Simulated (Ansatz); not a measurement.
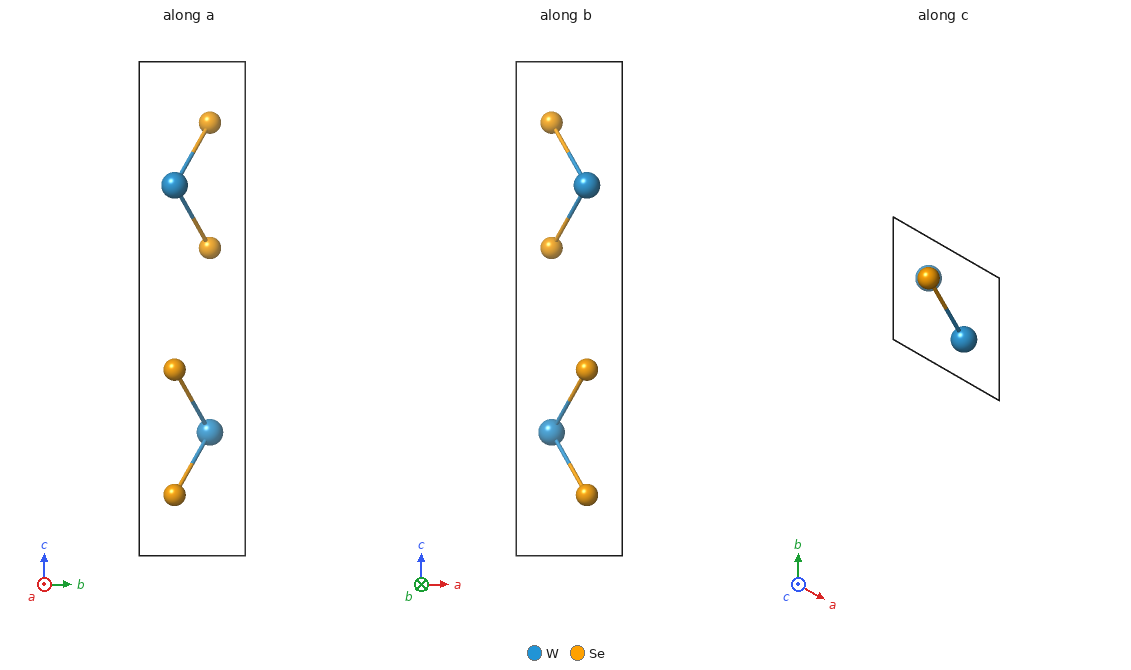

A ball-and-stick rendering, viewed along the a axis, along the b axis and along the c axis. The conventional unit cell is drawn as a box.

Lattice parameters: a = 3.272 Å, b = 3.272 Å, c = 13.201 Å, α = 90.00°, β = 90.00°, γ = 120.00°. Put a along x and b in the xy plane.

Convert the drawing into a POSCAR file, with free fractional coordinates to two decimals.

```
W Se
1.0
     3.272    0.000    0.000
    -1.636    2.833    0.000
     0.000    0.000   13.201
W Se
2 4
Direct
  0.3333 0.6667 0.25
  0.6667 0.3333 0.75
  0.6667 0.3333 0.38
  0.6667 0.3333 0.12
  0.3333 0.6667 0.88
  0.3333 0.6667 0.62
```

Provenance: a structure type filled with these elements by a generator (whether the compound takes this form wasn't checked). It was relaxed with DFT, PBEsol, plane waves, PAW (Ansatz 0.2.0).
